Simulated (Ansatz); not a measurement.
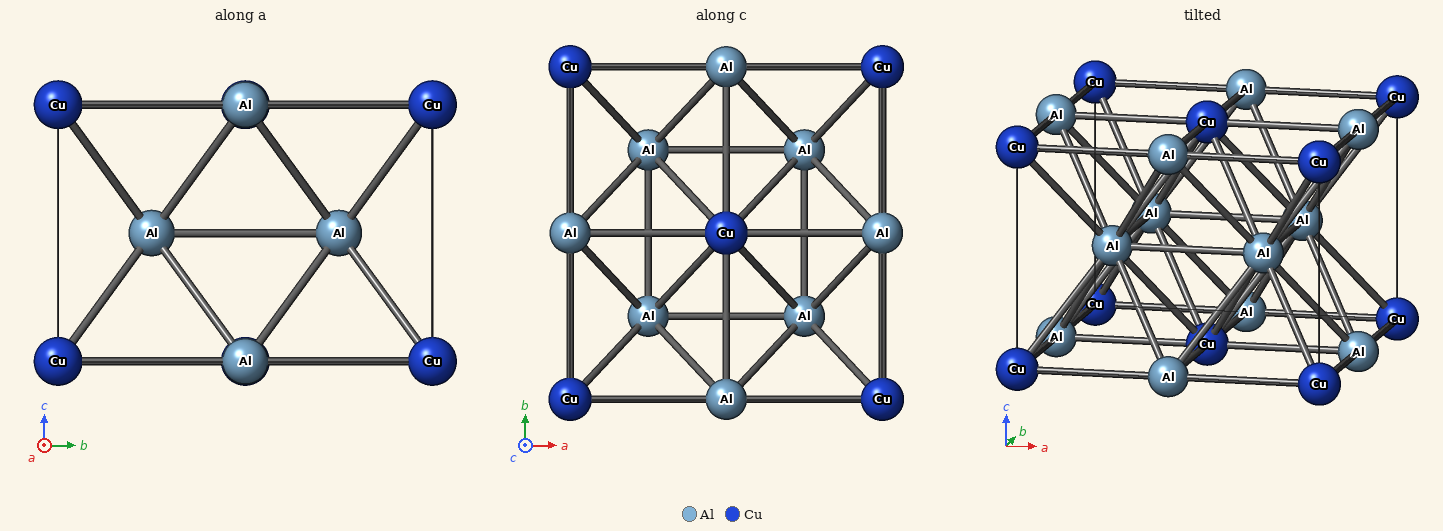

A ball-and-stick rendering, viewed along the a axis, along the c axis and slightly off an axis. The parallelepiped is the conventional unit cell. Cell: a = 5.333 Å, b = 5.677 Å, c = 3.892 Å, α = 90.00°, β = 90.00°, γ = 90.00°.

In words:

- The structure is one of Al₃Cu.
- The symmetry is that of Cmmm (No. 65), on a base-centred orthorhombic lattice.
- With Z = 2, the cell contains 6 Al, 2 Cu.
- Each Al is bonded to eight Al and four Cu in a distorted cuboctahedral arrangement (about 2.7 to 2.8 Å to Al, 2.7 to 2.8 Å to Cu). About every Cu there are twelve Al in a distorted cuboctahedral arrangement at about 2.7 to 2.8 Å.
- The bonds build a three-dimensional framework.

Starting structure: a structure listed in the Materials Project. The cell was then strained or its atoms displaced on purpose. An electronic-structure calculation with Ansatz was run on it.
